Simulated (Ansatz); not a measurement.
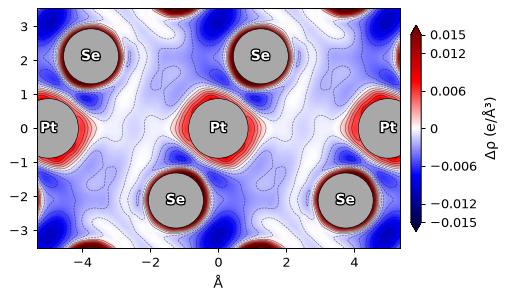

PtSe₂. Difference of the valence pseudo-densities of two functionals at the same geometry, on the (110) plane of the calculation cell: one of BLYP and RPBE less the other.

Both computed with Ansatz (plane waves, PAW), on the same k-point mesh. Grey discs cover the atomic cores.

> Which was subtracted from which, and what does the map show?

It is BLYP less RPBE. Against RPBE, BLYP gives less density in the space between the atoms (−0.003 e/Å³ on average).
